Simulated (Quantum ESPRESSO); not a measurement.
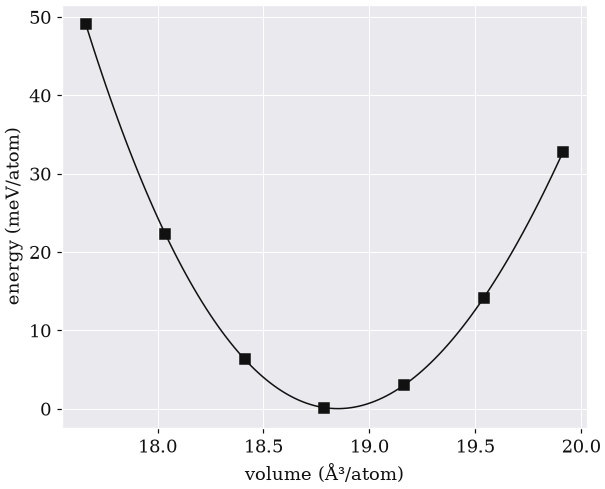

Plotted: energy against volume for Ta, space group Fm-3m (No. 225).

Structure:
```cif
data_structure
_symmetry_space_group_name_H-M 'P 1'
_symmetry_Int_Tables_number 1
_cell_length_a 2.9840
_cell_length_b 2.9840
_cell_length_c 2.9840
_cell_angle_alpha 60.000
_cell_angle_beta 60.000
_cell_angle_gamma 60.000
_cell_volume 18.79
loop_
_atom_site_label
_atom_site_type_symbol
_atom_site_fract_x
_atom_site_fract_y
_atom_site_fract_z
_atom_site_occupancy
Ta1 Ta 0.00000 0.00000 0.00000 1
```

Method: plane-wave DFT, no spin polarisation; energies at scaled volumes of the given cell, shape and fractions fixed, counted from the fit's minimum, third-order Birch-Murnaghan fit (Quantum ESPRESSO 7.5). Level: PBE.

| setting | value |
| --- | --- |
| k mesh | 11×11×11 |
| occupations | Fermi–Dirac |
| smearing width | 0.05 eV |
| potentials | SSSP 1.3 efficiency PBE |
| wave cutoff | 748.3 eV |
| density cutoff | 5987 eV |

From this curve and the settings, what does the calculation give for the pressure at the same points?

The pressure falls from 13.82 GPa at volume 17.66 Å³/atom to −9.52 GPa at 19.92 Å³/atom, and changes sign near 18.85 Å³/atom.

| volume (Å³/atom) | pressure (GPa) |
| --- | --- |
| 17.66 | 13.82 |
| 18.04 | 9.03 |
| 18.41 | 4.62 |
| 18.79 | 0.59 |
| 19.16 | −3.09 |
| 19.54 | −6.45 |
| 19.92 | −9.52 |
